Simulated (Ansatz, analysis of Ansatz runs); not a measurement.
## Charge-transition level of substitutional N in diamond (r2SCAN)

Aim: the charge-transition level of substitutional N in diamond, to be set beside the measurement. Set-up: r2SCAN, 128-site cell, r2SCAN lattice, 500 eV, k: the single point 1/4 1/4 1/4, started with the impurity moved along one bond. The model is a cell of 128 host atoms with 1 C taken out and 1 N put in. The level is the Fermi energy at which two charge states have equal formation energy, after a correction for the images of the charge. A meta-GGA costs about twice a GGA and mends lattice constants and part of the gap.

Measured beforehand: (+1/0) level below the conduction-band bottom: 1.7 eV (quoted in “Hunting the elusive shallow n-type donor – An ab initio study of Li and N co-doped diamond”, 2021, S. Conejeros et al., quoting earlier work (1969)). The calculation is set beside it at the end.

Program: Ansatz 0.2.0. Level of theory: plane-wave PAW DFT, r2SCAN; relaxation of all atoms of a defect supercell. Results are calculated unless marked as measured.

**1. Starting point**

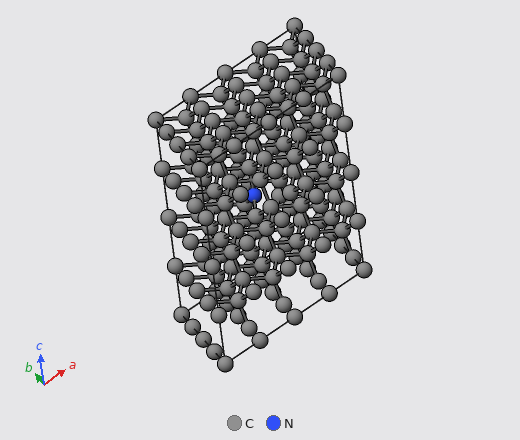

Start, viewed slightly off an axis; carbon grey, nitrogen blue. Bonds to atoms that aren't drawn are left out. Some periodic images of atoms are drawn too.

The cell holds 128 atoms: 127 C and 1 N. Cell: a = 10.070 Å, b = 10.070 Å, c = 10.070 Å, α = 60.0°, β = 60.0°, γ = 60.0°. It derives from C (space group Fd-3m). Nearest the centre at fractional (0.438, 0.438, 0.438): N44 at 0.30 Å, C51 at 1.54 Å, C43 at 1.54 Å, C45 at 1.54 Å, C75 at 1.54 Å, C14 at 2.52 Å, C20 at 2.52 Å, C12 at 2.52 Å. The cell carries charge +1.

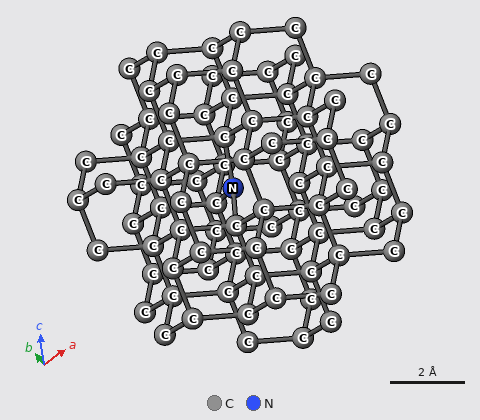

The atoms within 5 Å of the centre.

The host's primitive cell comes from a first run (plane-wave PAW DFT, r2SCAN; relaxation of the host's cell and atoms): vectors of 2.517, 2.517 and 2.517 Å. That is 5.64 Å³ an atom, 0.5 % under the diffraction cell's volume. The supercell is built on it.

**2. Relaxation, charge +1**

Every later number rests on the structure around the defect, so the atoms are relaxed at the host's lattice first.

Input file relax0/input.yaml:

```yaml
relax:
  f_tol: 0.02
  max_steps: 80
  random_displacement: { amplitude: 0.02, seed: 949 }
crystal:
  lattice:
    - [0.0, 7.12053982, 7.12053982]
    - [7.12053982, 0.0, 7.12053982]
    - [7.12053982, 7.12053982, 0.0]
  atoms:
    - { symbol: C, position: [0.125, 0.125, 0.125] }
    - { symbol: C, position: [0.1875, 0.1875, 0.1875] }
    - { symbol: C, position: [0.125, 0.125, 0.375] }
    - { symbol: C, position: [0.1875, 0.1875, 0.4375] }
    - { symbol: C, position: [0.125, 0.125, 0.625] }
    - { symbol: C, position: [0.1875, 0.1875, 0.6875] }
    - { symbol: C, position: [0.125, 0.125, 0.875] }
    - { symbol: C, position: [0.1875, 0.1875, 0.9375] }
    - { symbol: C, position: [0.125, 0.375, 0.125] }
    - { symbol: C, position: [0.1875, 0.4375, 0.1875] }
    - { symbol: C, position: [0.125, 0.375, 0.375] }
    - { symbol: C, position: [0.1875, 0.4375, 0.4375] }
    - { symbol: C, position: [0.125, 0.375, 0.625] }
    - { symbol: C, position: [0.1875, 0.4375, 0.6875] }
    - { symbol: C, position: [0.125, 0.375, 0.875] }
    - { symbol: C, position: [0.1875, 0.4375, 0.9375] }
    - { symbol: C, position: [0.125, 0.625, 0.125] }
    - { symbol: C, position: [0.1875, 0.6875, 0.1875] }
    - { symbol: C, position: [0.125, 0.625, 0.375] }
    - { symbol: C, position: [0.1875, 0.6875, 0.4375] }
    - { symbol: C, position: [0.125, 0.625, 0.625] }
    - { symbol: C, position: [0.1875, 0.6875, 0.6875] }
    - { symbol: C, position: [0.125, 0.625, 0.875] }
    - { symbol: C, position: [0.1875, 0.6875, 0.9375] }
    - { symbol: C, position: [0.125, 0.875, 0.125] }
    - { symbol: C, position: [0.1875, 0.9375, 0.1875] }
    - { symbol: C, position: [0.125, 0.875, 0.375] }
    - { symbol: C, position: [0.1875, 0.9375, 0.4375] }
    - { symbol: C, position: [0.125, 0.875, 0.625] }
    - { symbol: C, position: [0.1875, 0.9375, 0.6875] }
[... 13 lines left out ...]
    - { symbol: "N", position: [0.401014002, 0.449661999, 0.449661999] }
[... 78 lines left out ...]
    - { symbol: C, position: [0.875, 0.875, 0.375] }
    - { symbol: C, position: [0.9375, 0.9375, 0.4375] }
    - { symbol: C, position: [0.875, 0.875, 0.625] }
    - { symbol: C, position: [0.9375, 0.9375, 0.6875] }
    - { symbol: C, position: [0.875, 0.875, 0.875] }
    - { symbol: C, position: [0.9375, 0.9375, 0.9375] }
  host:
    repeats: [4, 4, 4]
    atoms:
      - { symbol: C, position: [0.5, 0.5, 0.5] }
      - { symbol: C, position: [0.75, 0.75, 0.75] }
total_charge: 1
basis:
  ecutwfc: 500
  xc_grid: 2
hamiltonian:
  xc: r2scan
kpoints:
  mp_grid: { grid: [1, 1, 1], shift: [0.25, 0.25, 0.25] }
scf:
  occupations: { method: fermi_dirac, width: 0.01 }
  max_iter: 120
output:
  forces: true
  charged_corrections:
    epsilon: 5.88
    static_epsilon: 5.88
    defect_position: [0.4375, 0.4375, 0.4375]
  eigenvalues: true
checkpoint:
  write: "../relax0.run"
  compress: false
  write_wavefunctions: true
  write_every: 100000
```

Launch:

```
> ansatz run input.yaml --threads 4 --pin off --max-ram 7536MiB --backend cpu --events-out ev --progress --plain --runs-dir out
```

Numbers of over 12 decimals in the logs are rounded to 6 here.

Log:

```text
[... repeated set-up lines and file paths are left out, and long positions are rounded to six places ...]
Engine: ansatz 0.2.0, aarch64-unknown-linux-gnu
Pseudopotentials: kind: paw
Pseudopotential: C, paw, valence charge 4, recommended cutoff 500 eV (meta_gga), C.paw.azcp
Pseudopotential: N, paw, valence charge 5, recommended cutoff 500 eV (meta_gga), N.paw.azcp
Functional definition: r2SCAN
  parameter k0 = 0.174
  parameter k1 = 0.065
  parameter a1 = 4.9479
  exchange = r2scan_x(k0 = k0, k1 = k1, a1 = a1)
  correlation = r2scan_c
Crystal: 128 atoms, lattice volume = 722.052 Å³
Basis set: ecut = 500 eV, 18197 PW (Γ), exchange–correlation on 150×150×150 points (8 copies of the dense FFT grid, shifted against one another)
Bands: 384, of which v1, the nominal top of the filled ones, is band 256 counted from 1 (255 counted from 0)
Symmetry: 1 space group operations
k-points: 1
Non-local potential: C, projectors of the file, l = 0: 2, l = 1: 2, l = 2: 1
Non-local potential: N, projectors of the file, l = 0: 2, l = 1: 2, l = 2: 1
PAW form: soft (Blöchl's): semilocal exchange-correlation on the pseudo side does not see the compensation charge
PAW frozen core: C, regenerated for the run's functional (the file was generated under x = pbe(κ = 0.804, μ = 0.219515), c = pbe(β = 0.066725))
PAW frozen core: N, regenerated for the run's functional (the file was generated under x = pbe(κ = 0.804, μ = 0.219515), c = pbe(β = 0.066725))
PAW one-centre angular grid: C, 302 points (default); XC on 239 of its mesh's 2573 points in the sphere
PAW one-centre angular grid: N, 302 points (default); XC on 160 Gauss nodes
Initial density: superposition of atomic densities (neutral atoms scaled as one to the charged cell's electrons: chi_scale 0, normalization atom), corrected by the library's trained network
Initial wavefunctions: pseudopotential atomic-orbital guess
Functional: x = r2scan, c = r2scan; τ floored in thin density (d = 2e-4 eV/Å³)
SCF iter   1: F=—  HF=-32334.233549 eV  |F-HF|=—  |Δ(HF+E_count)|=         —  Δρ=1.02e-2  dr2=4.09e-1  dr2_τ=2.50e1  ethr=1.77e-3  ⟨swp⟩=6.0  Hψ=1739  notcnv=0  defer=37
preconditioner: auto → Resta (q_TF=auto, 2.576 Å⁻¹)  ε∞=4.0  [insulator: Δε(μ)=2.575 eV  Ē_g=18.025 eV  σ=0.010 eV  W_gap=1.00  n_scr=180 (ndim 8)  ℏωp=31.3 eV  f_vac=0.000  D(μ)=0.00/eV (n_scr^D=0)  ε∞_Penn≈4.0]
SCF iter   2: F=—  HF=-32337.834929 eV  |F-HF|=—  |Δ(HF+E_count)|=    3.60e0  Δρ=6.59e-3  dr2=1.09e-1  dr2_τ=8.18e-3  ethr=8.00e-5  ⟨swp⟩=3.0  Hψ=705  notcnv=0  defer=124
SCF iter   3: F=—  HF=-32337.842442 eV  |F-HF|=—  |Δ(HF+E_count)|=   7.51e-3  Δρ=1.38e-3  dr2=1.08e-2  dr2_τ=3.53e-3  ethr=2.13e-5  ⟨swp⟩=3.0  Hψ=521  notcnv=0  defer=124
SCF iter   4: F=—  HF=-32337.840471 eV  |F-HF|=—  |Δ(HF+E_count)|=   1.97e-3  Δρ=3.44e-4  dr2=5.73e-4  dr2_τ=1.12e-4  ethr=2.11e-6  ⟨swp⟩=3.0  Hψ=522  notcnv=0  defer=124
SCF iter   5: F=—  HF=-32337.839790 eV  |F-HF|=—  |Δ(HF+E_count)|=   6.81e-4  Δρ=8.83e-5  dr2=4.07e-5  dr2_τ=6.04e-6  ethr=1.12e-7  ⟨swp⟩=2.0  Hψ=641  notcnv=0  defer=124
SCF iter   6: F=-32337.839796 eV  HF=-32337.839796 eV  |F-HF|=1.29e-7  |Δ(HF+E_count)|=   5.70e-6  Δρ=2.18e-5  dr2=2.53e-6  dr2_τ=3.10e-7  ethr=1.95e-9  ⟨swp⟩=24.0  Hψ=2467  notcnv=0
SCF 1 converged in 6 iterations: F = -32337.839796 eV  dr2 = 2.53e-6
  greatest PAW one-centre occupation: 0.794 electrons in one spin orbital (limit 2), on the N atom at site 43 (counted from 0), in its partial waves of l = 0
relax step   1: F+E_penalty+E_count = -32337.83979580 eV  Δ(F+E_penalty+E_count) = +0.000e0 eV  max|allowed force component| = 5.841e0 eV/Å  Δτ_max = 0.0000 Å  (6 SCF iters, dr2 threshold 1.00e-5 eV, accepted)
[... the SCF cycles and remarks between the steps are left out from here to the last step ...]
relax step   2: F+E_penalty+E_count = -32340.10346236 eV  Δ(F+E_penalty+E_count) = -2.264e0 eV  max|allowed force component| = 1.981e0 eV/Å  Δτ_max = 0.1997 Å  (5 SCF iters, dr2 threshold 1.00e-4 eV, accepted)
relax step   3: F+E_penalty+E_count = -32340.61707863 eV  Δ(F+E_penalty+E_count) = -5.136e-1 eV  max|allowed force component| = 1.442e-1 eV/Å  Δτ_max = 0.0966 Å  (5 SCF iters, dr2 threshold 1.00e-4 eV, accepted)
relax step   4: F+E_penalty+E_count = -32340.61887649 eV  Δ(F+E_penalty+E_count) = -1.798e-3 eV  max|allowed force component| = 5.826e-2 eV/Å  Δτ_max = 0.0044 Å  (4 SCF iters, dr2 threshold 1.30e-6 eV, accepted)
SCF iter   1: F=—  HF=-32340.621205 eV  |F-HF|=—  |Δ(HF+E_count)|=         —  Δρ=2.25e-4  dr2=1.83e-4  dr2_τ=5.00e-4  ethr=4.52e-7  ⟨swp⟩=4.0  Hψ=890  notcnv=0  defer=119
SCF iter   2: F=—  HF=-32340.621249 eV  |F-HF|=—  |Δ(HF+E_count)|=   4.43e-5  Δρ=1.23e-4  dr2=5.19e-5  dr2_τ=8.78e-7  ethr=3.58e-8  ⟨swp⟩=2.0  Hψ=685  notcnv=0  defer=119
SCF iter   3: F=—  HF=-32340.620632 eV  |F-HF|=—  |Δ(HF+E_count)|=   6.17e-4  Δρ=6.22e-6  dr2=1.45e-7  dr2_τ=8.63e-8  ethr=1.01e-8  ⟨swp⟩=2.0  Hψ=476  notcnv=0  defer=119
SCF iter   4: F=-32340.620632 eV  HF=-32340.620632 eV  |F-HF|=5.30e-9  |Δ(HF+E_count)|=   1.37e-7  Δρ=2.06e-6  dr2=1.74e-8  dr2_τ=3.03e-9  ethr=1.95e-11  ⟨swp⟩=30.0  Hψ=2959  notcnv=0
SCF 5 converged in 4 iterations: F = -32340.620632 eV  dr2 = 1.74e-8
relax step   5: F+E_penalty+E_count = -32340.62063184 eV  Δ(F+E_penalty+E_count) = -1.755e-3 eV  max|allowed force component| = 8.390e-3 eV/Å  Δτ_max = 0.0011 Å  (4 SCF iters, accepted)
iter 1 solved again at ethr=3.40e-12 eV; its pass at ethr=3.10e-3 eV (dr2=1.74e-8 eV) is discarded
SCF iter   1: F=—  HF=-32340.620632 eV  |F-HF|=—  |Δ(HF+E_count)|=         —  Δρ=2.06e-6  dr2=1.74e-8  dr2_τ=3.03e-9  ethr=3.40e-12  ⟨swp⟩=1.0  Hψ=1067  notcnv=0
SCF iter   2: F=-32340.620632 eV  HF=-32340.620632 eV  |F-HF|=2.71e-9  |Δ(HF+E_count)|=   4.93e-9  Δρ=1.17e-6  dr2=5.42e-9  dr2_τ=3.00e-10  ethr=3.40e-12  ⟨swp⟩=3.0  Hψ=777  notcnv=0
SCF 6 converged in 2 iterations: F = -32340.620632 eV  dr2 = 5.42e-9
SCF converged after 2 iterations
Free energy (F): -32340.620632 eV
Harris-Foulkes:  -32340.620632 eV  (|F-HF|=2.71e-9)
Internal energy: -32340.620632 eV  (E = F + TS)
E sigma→0 (E₀):  -32340.620632 eV
Fermi energy:    15.301731 eV
--- Per-component energies (eV) ---
  E_band       = 1963.089614
  E_kinetic    = 11836.776494
  E_local      = -7820.593424  (includes V_loc(G=0)·N_el)
  E_nonlocal   = 3376.203369
  E_hartree    = 1731.605292
  E_xc         = -6137.844048
  E_vxc        = -8483.265865  (∫ρ·V_xc dr)
  E_paw        = -12922.539277  (= ΣΔE_a)
  E_vpaw       = -857.338644  (= ΣTr[D̂ρ^β])
  E_aug_tail   = 0.000549  (compensation charges beyond the density's cutoff)
  E_vtau       = 448.096712  (kinetic-family band-sum trace: ∫τ·v_τ [+ j·A + Jᵃ·Aᵃ] dr)
  E_ewald      = -22401.053758
  E_core_change = -3.175829  (= ΣΔE_core)
  E_smearing   = -0.000000  (= −TS)
  E_closure    = 0.000000  (closes the sum)
  E_deformation_potential = 21.665950  (in the stress; not in F)
  Σ components = -32340.620632   (vs F -32340.620632, Δ=0.00e0)
--- Forces (eV/Å), atoms counted from 1 ---
  atom   1  C      0.00296097     0.00080319    -0.00255367
  atom   2  C     -0.00326541    -0.00111997    -0.00061550
  [... 35 atoms left out ...]
  atom  38  C     -0.00043882    -0.00201846    -0.00185560
  [... 4 atoms left out ...]
  atom  43  C     -0.00340933    -0.00518550    -0.00327994
  atom  44  N      0.00377333     0.00372521     0.00821126
  atom  45  C     -0.00558166    -0.00634695     0.00198344
  [... 4 atoms left out ...]
  atom  50  C     -0.00024501    -0.00191424    -0.00272166
  atom  51  C     -0.00318229     0.00328106    -0.00678477
  [... 16 atoms left out ...]
  atom  68  C      0.00497705    -0.00695197    -0.00098895
  [... 5 atoms left out ...]
  atom  74  C     -0.00068378    -0.00213592    -0.00306530
  atom  75  C     -0.00762187     0.00412161    -0.00251720
  atom  76  C     -0.00037957     0.00206320     0.00405817
  [... 52 atoms left out ...]
  max |Σ_I F_I| component: 5.52e-4 eV/Å
--- Charged-cell corrections in eV (Makov–Payne, q = +1.000 e, ε = 5.880) ---
  F (periodic)     = -32340.620632  (uncorrected; the corrections below are reported, never added to it)
  E_corr1          = +0.394210  (monopole, q²α_M/2εL)
  F Makov-Payne    = -32340.226422  (F + E_corr1; no measured alignment; for a localised charge, not one spread in a band: unchecked)
  no potential alignment in this run, which stands beside a crystal: run the host's input off ansatz write-host-input, and read the two finished runs by ansatz place-levels (neither reads a slab, a wire or a sheet, whose cell leaves a vacuum)
--- Band table (eV) ---
  k-point 0: bands = ["-9.9085", "-8.8569", "-8.1708", "-7.7405", [... 376 left out ...] "24.9473", "24.9476", "25.0002", "25.0353"]
--- Relaxed structure (5 steps of the walk, 5 accepted, 0 SCFs on fresh bases) ---
  F+E_penalty+E_count = -32340.62063184 eV   max|allowed force component| = 8.390e-3 eV/Å
  atoms:
    - { symbol: C, position: [0.124689, 0.125066, 0.125208] }
    - { symbol: C, position: [0.187215, 0.187595, 0.187745] }
    [... 35 atoms left out ...]
    - { symbol: C, position: [0.437715, 0.187302, 0.687149] }
    [... 4 atoms left out ...]
    - { symbol: C, position: [0.373964, 0.374332, 0.374493] }
    - { symbol: N, position: [0.437152, 0.437538, 0.437707] }
    - { symbol: C, position: [0.374081, 0.374452, 0.627171] }
    [... 4 atoms left out ...]
    - { symbol: C, position: [0.437721, 0.686994, 0.187452] }
    - { symbol: C, position: [0.374086, 0.627015, 0.374601] }
    [... 16 atoms left out ...]
    - { symbol: C, position: [0.686630, 0.187297, 0.438237] }
    [... 5 atoms left out ...]
    - { symbol: C, position: [0.686618, 0.438086, 0.187463] }
    - { symbol: C, position: [0.626585, 0.374483, 0.374623] }
    - { symbol: C, position: [0.686605, 0.438117, 0.438275] }
    [... 52 atoms left out ...]
```

The job ended after 3.8 min (4 threads of Arm Neoverse V1, shared host; peak memory 2.2 GiB).

(Part 1 of 2 ends here.)

[Logs are printed without paths, hosts, clocks, repeated set-up lines and the standing remarks that a program may print on its own settings, such as how far it seeks lower states.]

[Hosts, paths, dates, database ids (printed as entryN), source tags and the programs' standing remarks are cut or masked in the printed files.]

[For some hosts the program warned that the k-mesh of the response run may be too coarse for force constants and the static dielectric constant; such warnings are not shown here.]
